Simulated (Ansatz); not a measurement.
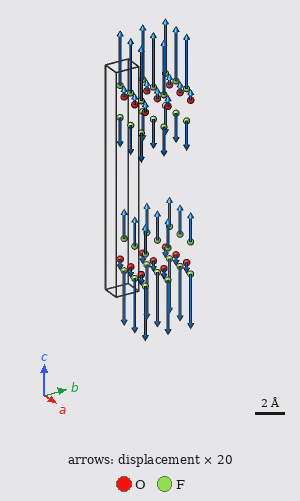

This is a relaxation of a crystal of OF₂ (built on the MoS2-164 type type). The starting structure is drawn; blue arrows show the displacements (the part carried along by the change of the cell is left out), 20 times their true length.

The picture is a ball-and-stick view of the cell of the calculation, repeated 3 × 3 × 1 with one cell outlined, seen slightly off an axis.

Method: DFT, PBEsol, plane waves, PAW in Ansatz.

The input:
```yaml
crystal:
  lattice:
    - [2.40178, 0.0, 0.0]
    - [-1.20089, 2.08000249, 0.0]
    - [0.0, 0.0, 16.34390933]
  atoms:
    - { symbol: O, position: [0.66666667, 0.33333333, 0.14883977] }
    - { symbol: O, position: [0.33333333, 0.66666667, 0.85116023] }
    - { symbol: F, position: [0.33333333, 0.66666667, 0.22037461] }
    - { symbol: F, position: [0.66666667, 0.33333333, 0.922749] }
    - { symbol: F, position: [0.33333333, 0.66666667, 0.077251] }
    - { symbol: F, position: [0.66666667, 0.33333333, 0.77962539] }
kpoints:
  mp_grid: { grid: [9, 9, 2] }
hamiltonian:
  xc: pbesol
scf:
  occupations: { method: fermi_dirac, width: 0.03 }
relax:
  f_tol: 0.01
  cell: {}
  max_steps: 120
```

Run as
```bash
ansatz run input.yaml --threads 2 --pin off --max-ram 2211MiB --backend cpu --events-out ev --progress --plain --runs-dir out
```

Question: Which element moves most?

Answer: Fluorine: up to 0.20 Å, against 0.04 Å for oxygen.

Question: What happened in the run?

Answer: The largest moves relative to the cell, 0.20 Å, are those of F4 and F5. F4 goes along +c. Largest moves by element: F 0.20 Å, O 0.04 Å. The drawn cell changes as follows: a = b 2.402 → 2.630 Å (+9.5 %), c 16.344 → 15.983 Å (−2.2 %); the volume changes by +17.3 %. The space group stays P-3m1 (No. 164). Over 15 accepted moves (20 points after the start) the energy falls by 1.746 eV per cell of the calculation. Largest force component: 3.5 eV/Å at the start, 0.0023 eV/Å at the end. The pressure goes from 27.08 to 0.00 GPa. The line search rejected the trial step at point 13 of the run. The SCF was repeated 4 times at an unchanged geometry on a basis and grid sized afresh for the cell, which shifted the energy by 78.0 meV per cell of the calculation at most. The run took 21 s on 2 threads of AMD EPYC 7R43 64-Core Processor (Zen 3), on a shared host, peak memory 0.43 GiB.

Limits of the set-up: layers or molecules are held without a dispersion correction, so their spacing is unreliable.
